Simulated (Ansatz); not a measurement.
**Single-point calculation of BaTiO$_{3}$ (part 2 of 2)**

The same run, continued: BaTiO$_{3}$ (P4mm, 5 atoms in the cell); DFT, HSE06, plane waves, PAW, no spin polarisation (Ansatz 0.2.0); cutoff 420 eV, 4×4×4 k-mesh, fixed occupations. The structure derives from an entry of the Crystallography Open Database. The geometry comes from this level: r2SCAN.

Geometry of the input (Å; fractional positions):
```
3.9724  0.0000  0.0000
0.0000  3.9724  0.0000
0.0000  0.0000  4.1122
Ba 0.0000  0.0000  -0.0044
Ti 0.5000  0.5000  0.4775
O  0.5000  0.5000  0.0345
O  0.5000  0.0000  0.5176
O  0.0000  0.5000  0.5176
```

### Output, continued
```
--- Band table (eV; the first three rows and the last of 18) ---
  k-point 0: bands = ["-51.5556", "-26.2408", "-26.1258", "-26.1258", "-16.9411", "-9.3183", "-8.6997", "-8.5641", "-1.1481", "-1.0828", "-1.0828", "6.5590", "6.6618", "6.6618", "7.5930", "7.5930", "7.8932", "8.5840", "8.8227", "8.8227", "12.5913", "13.0771", "13.0771", "14.8491", "15.0231"]
  k-point 1: bands = ["-51.5554", "-26.2595", "-26.1246", "-26.1246", "-16.8837", "-9.3721", "-8.6474", "-8.5507", "-1.0044", "-1.0044", "-0.8828", "5.6747", "6.4677", "6.4677", "7.2609", "7.2609", "7.5373", "7.7544", "8.6777", "8.6777", "12.6552", "13.7782", "13.7782", "14.8453", "16.1332"]
  k-point 2: bands = ["-51.5552", "-26.2782", "-26.1234", "-26.1234", "-16.8246", "-9.5068", "-8.5373", "-8.4954", "-0.9223", "-0.9223", "-0.6130", "4.8514", "6.2049", "6.2049", "7.0633", "7.0633", "7.1189", "7.2252", "8.5363", "8.5363", "12.7218", "14.4542", "14.4542", "14.8458", "16.9712"]
  k-point 17: bands = ["-51.5534", "-26.2694", "-26.1753", "-26.1753", "-16.6449", "-8.5815", "-8.3055", "-8.3055", "-1.9276", "-1.9276", "-1.7572", "4.3088", "5.0682", "5.1050", "6.5417", "6.6304", "6.6304", "8.9355", "8.9355", "9.2813", "15.1420", "15.1420", "15.2605", "17.1757", "17.4887"]
```

### File bands.tsv
```
# k_distance	band_0	band_1	band_2	band_3	band_4	band_5	band_6	band_7	band_8	band_9	band_10	band_11	band_12	band_13	band_14	band_15	band_16	band_17	band_18	band_19	band_20	band_21	band_22	band_23	band_24
# fermi_ev = 9.281336
# lock_threshold_ev = 1e-6
# [0, 0, 0] at k_distance = 0.000000
# [0, 0.5, 0] at k_distance = 0.790862
# [0.5, 0.5, 0] at k_distance = 1.581724
# [0, 0, 0.5] at k_distance = 2.936185
# [0, 0.5, 0.5] at k_distance = 3.727047
# [0.5, 0.5, 0.5] at k_distance = 4.517909
# [-0.5, -0.5, 0.479167] at k_distance = 6.755031
# levels_relative_to = fermi_ev
# free_energy_ev = -10163.491079
# largest_residual_norms_ev = 2.117e-4 3.001e-4 4.035e-4 3.624e-4 1.103e-4 4.098e-4 6.975e-4 5.108e-4 5.167e-4 4.920e-4 4.955e-4 2.207e-3 3.167e-3 2.366e-3 3.480e-3 3.486e-3 2.780e-3 3.398e-3 2.519e-3 3.037e-3 1.451e-3 2.448e-3 1.779e-3 1.038e-3 1.013e-3
0.000000	-60.836969	-35.522123	-35.407086	-35.407086	-26.222451	-18.599678	-17.981056	-17.845394	-10.429446	-10.364148	-10.364148	-2.722340	-2.619534	-2.619534	-1.688383	-1.688383	-1.388093	-0.697320	-0.458641	-0.458641	3.309930	3.795794	3.795794	5.567763	5.741757
0.790862	-60.836064	-35.518627	-35.464553	-35.403141	-26.074602	-18.831469	-17.905773	-17.520837	-10.223220	-10.137181	-9.988556	-4.457158	-3.116951	-3.107484	-2.707245	-2.075086	-2.039718	-1.776897	-1.428244	-1.225626	3.903686	5.181687	5.256003	5.631079	7.372817
1.581724	-60.835173	-35.515112	-35.459520	-35.459520	-25.981987	-18.325526	-17.721864	-17.721864	-10.545288	-10.545288	-9.975467	-4.833798	-4.424476	-4.226082	-3.088012	-3.088012	-2.134336	-1.130985	-1.130985	-0.040916	5.305065	5.305065	5.781163	5.887616	9.398608
2.936185	-60.836531	-35.559562	-35.404771	-35.404771	-26.105931	-18.788140	-17.818624	-17.776775	-10.203604	-10.203604	-9.894298	-4.429928	-3.076464	-3.076464	-2.218000	-2.218000	-2.162484	-2.056130	-0.745005	-0.745005	3.440495	5.172828	5.172828	5.564492	7.689873
3.727047	-60.835644	-35.554810	-35.461090	-35.400823	-26.007123	-18.209129	-18.023124	-17.733510	-10.464354	-10.345990	-9.936483	-4.709871	-4.436804	-4.185278	-3.140164	-2.810062	-1.986437	-1.115541	-1.057635	-0.386919	5.206308	5.236616	5.600197	6.469488	9.226884
4.517909	-60.834754	-35.550724	-35.456677	-35.456677	-25.926230	-17.862862	-17.586859	-17.586859	-11.208969	-11.208969	-11.038564	-4.972580	-4.213184	-4.176332	-2.739638	-2.650980	-2.650980	-0.345820	-0.345820	0.000000	5.860643	5.860643	5.979151	7.894396	8.207320
6.755031	-60.834741	-35.550566	-35.456686	-35.456686	-25.926470	-17.864965	-17.587465	-17.587465	-11.206318	-11.206318	-11.034808	-4.970216	-4.213115	-4.170693	-2.746051	-2.651659	-2.651659	-0.350529	-0.350529	0.000023	5.857784	5.857784	5.978281	7.892808	8.218119
```

### File rho_z.tsv
```
# z_ang	rho[e/angstrom^3]
# format = ansatz-planar-average/11
# lattice	3.972365253	0.000000000	0.000000000
# lattice	0.000000000	3.972365253	0.000000000
# lattice	0.000000000	0.000000000	4.112228563
# sites	5
# site	56	0.000000000	0.000000000	-0.017919513
# site	22	1.986182626	1.986182626	1.963695267
# site	8	1.986182626	1.986182626	0.142057094
# site	8	1.986182626	0.000000000	2.128667912
# site	8	0.000000000	1.986182626	2.128667912
0.000000	7.240576e-1
0.137074	7.553190e-1
0.274149	7.281296e-1
0.411223	6.458058e-1
0.548297	5.283683e-1
0.685371	4.070877e-1
0.822446	3.072049e-1
0.959520	2.408161e-1
1.096594	2.160258e-1
1.233669	2.494255e-1
1.370743	3.660541e-1
1.507817	5.800719e-1
1.644891	8.755356e-1
1.781966	1.191524e0
1.919040	1.434486e0
2.056114	1.528110e0
2.193189	1.443878e0
2.330263	1.202086e0
2.467337	8.752948e-1
2.604411	5.695752e-1
2.741486	3.605012e-1
2.878560	2.506267e-1
3.015634	2.080716e-1
3.152709	2.122589e-1
3.289783	2.502217e-1
3.426857	3.093156e-1
3.563931	3.790621e-1
3.701006	4.574154e-1
3.838080	5.495720e-1
3.975154	6.470258e-1
```

### File v_z.tsv
```
# z_ang	v_es[eV]	v_tot[eV]
# format = ansatz-planar-average/11
# xc	hse06
# density_cutoff_ev	1680
# datasets	Ba=:simpson_from_first_knot:soft:fock:shift=0	Ti=:simpson_from_first_knot:soft:fock:shift=0	O=:simpson_from_first_knot:soft:fock:shift=0
# lattice	3.972365253	0.000000000	0.000000000
# lattice	0.000000000	3.972365253	0.000000000
# lattice	0.000000000	0.000000000	4.112228563
# sites	5
# site	56	0.000000000	0.000000000	-0.017919513
# site	22	1.986182626	1.986182626	1.963695267
# site	8	1.986182626	1.986182626	0.142057094
# site	8	1.986182626	0.000000000	2.128667912
# site	8	0.000000000	1.986182626	2.128667912
0.000000	8.082618e-1	-9.470814e0
0.137074	7.758426e-1	-9.503316e0
0.274149	1.524073e0	-8.558273e0
0.411223	2.950672e0	-6.757572e0
0.548297	4.828460e0	-4.372253e0
0.685371	6.938486e0	-1.687921e0
0.822446	8.865885e0	7.720620e-1
0.959520	9.975662e0	2.233870e0
1.096594	1.025925e1	2.638259e0
1.233669	9.781146e0	2.092405e0
1.370743	8.829637e0	6.363599e-1
1.507817	7.035105e0	-1.985138e0
1.644891	4.543617e0	-5.293658e0
1.781966	2.327643e0	-8.203589e0
1.919040	6.595959e-1	-1.031130e1
2.056114	-1.439703e-1	-1.130698e1
2.193189	1.698336e-1	-1.088953e1
2.330263	1.610258e0	-9.090896e0
2.467337	3.903701e0	-6.185200e0
2.604411	6.630632e0	-2.673843e0
2.741486	9.355148e0	9.064001e-1
2.878560	1.094188e1	3.180324e0
3.015634	1.104031e1	3.456040e0
3.152709	1.040462e1	2.832303e0
3.289783	9.279305e0	1.597948e0
3.426857	7.964983e0	-1.026855e-1
3.563931	6.497098e0	-2.087847e0
3.701006	4.680264e0	-4.500044e0
3.838080	2.920093e0	-6.778612e0
3.975154	1.583198e0	-8.495182e0
```

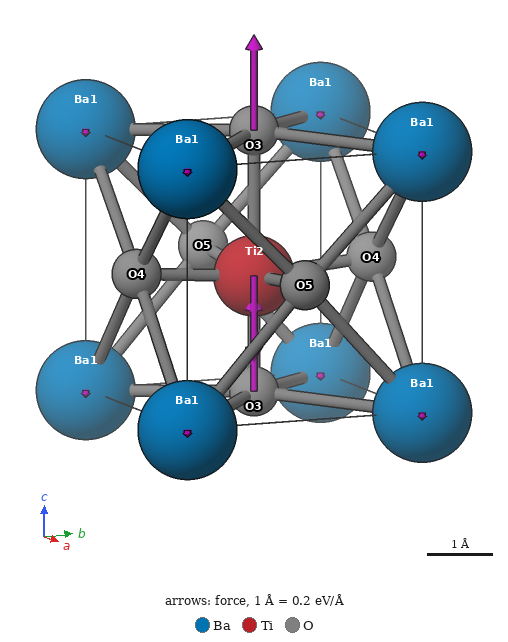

**Figure 1.** Forces on the atoms as pink arrows (ball-and-stick view of the cell of the calculation, seen slightly off an axis; atoms are numbered from 1 in the order of the input); the smallest are left out. The largest act on O3 (0.30 eV/Å); Ti2 (0.27 eV/Å). The geometry is not a stationary point of this energy.

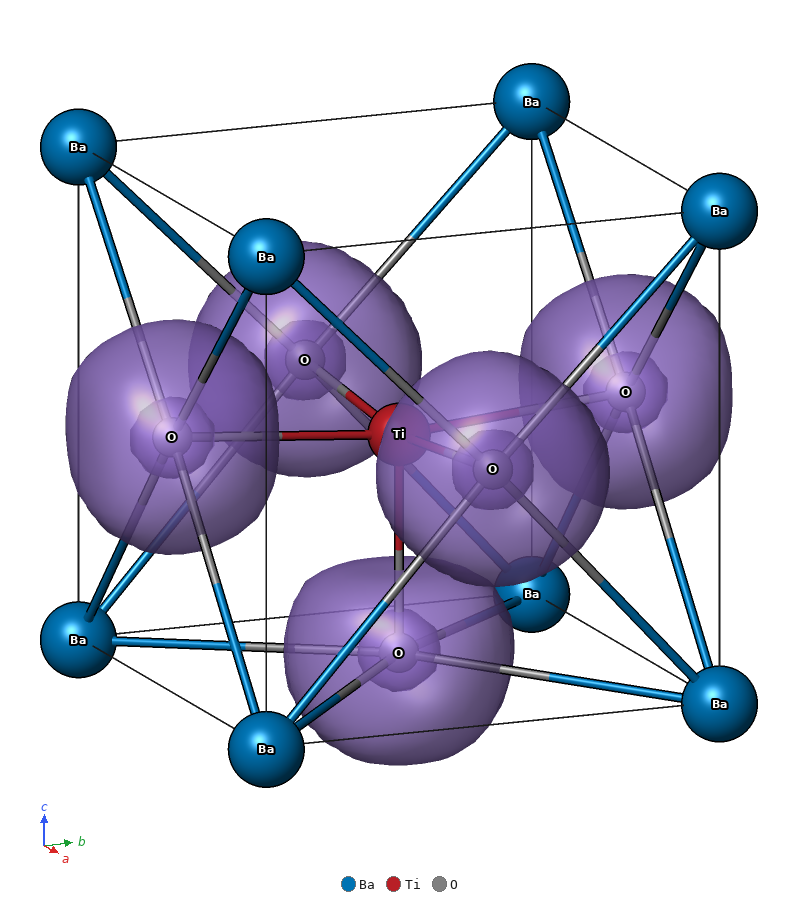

**Figure 2.** Isosurface of the electron localisation function at 0.65 (purple), seen slightly off an axis. Core shells and regions of very low density are left out. Sticks mark near contacts. The outline is the cell set on symmetry axes. Values along the shortest contacts: Ti–O (1.82 Å): the ELF is about 0.30 at the midpoint. In a PAW calculation such maps are meaningful between the atoms, not at the nuclei.

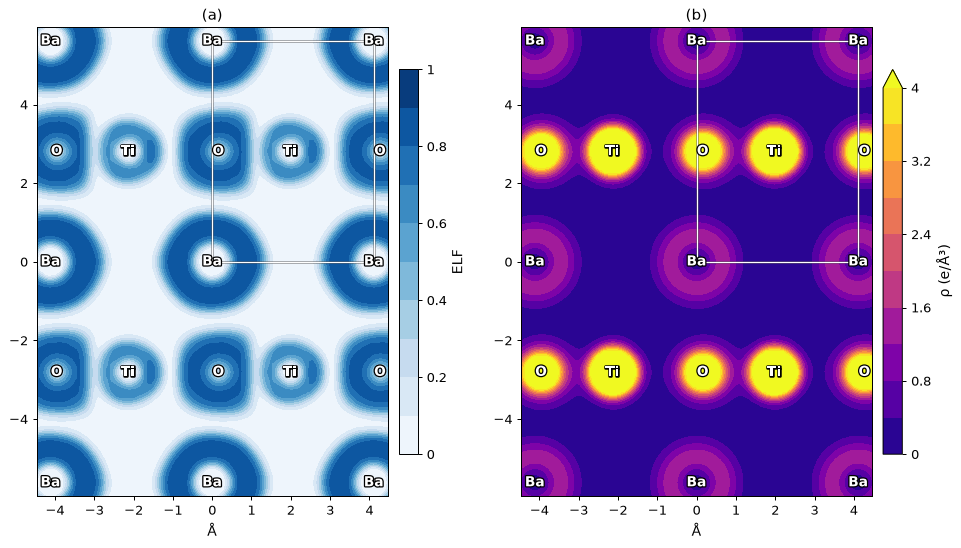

**Figure 3.** (a) electron localisation function; (b) valence pseudo-density on the (110) plane of the conventional cell. The plane passes through Ba, Ti and O nuclei. Ti–O (1.82 Å): ρ at the midpoint is about 1 e/Å³; the ELF is about 0.30 at the midpoint. Ba–O (2.81 Å): ρ at the midpoint is about 0.2 e/Å³; the ELF is about 0.10 at the midpoint, which marks a largely ionic contact. Away from the nuclei the density in this plane falls to 0.03 e/Å³ at its lowest. The strong features right at Ba and Ti lie inside the PAW spheres (semicore, d or f shells) and say nothing about bonding.
